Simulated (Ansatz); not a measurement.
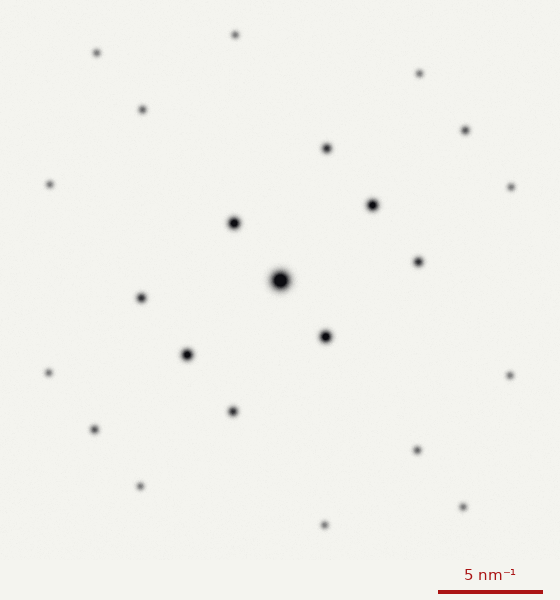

Simulated selected-area electron diffraction pattern (80 kV, kinematic approximation, thin crystal, B = 0.5 Å² for all atoms).

Phase: Co, space group Fd-3m (No. 227), a = 4.925 Å. Structure: coordinates from a relaxation with DFT, PBE, plane waves (420 eV) with PAW, scalar-relativistic in Ansatz; the starting structure was generated, so it need not be a known form of this composition.

> Determine the zone axis from the geometry of the pattern.

The spots form a rectangular net whose two shortest vectors correspond to d = 2.84 Å and 1.74 Å, 90.0° apart. They index as -1 1 1 and 0 -2 2, so the zone axis is [211] (or an equivalent direction of <211>).

> Which reflections of this zone are missing, and why?

The lattice centring (F) removes all reflections that break h + k = 2n, h + l = 2n; a glide plane extinguishes reflections such as 2 -4 0, 2 0 -4; reflections such as 2 -2 -2, 2 -6 2 are allowed by the space group but vanish because the atoms sit on special positions. In a thicker crystal double diffraction can put intensity into those places emptied by glide planes or screw axes that lie on the net of the visible spots, but never into those emptied by centring.
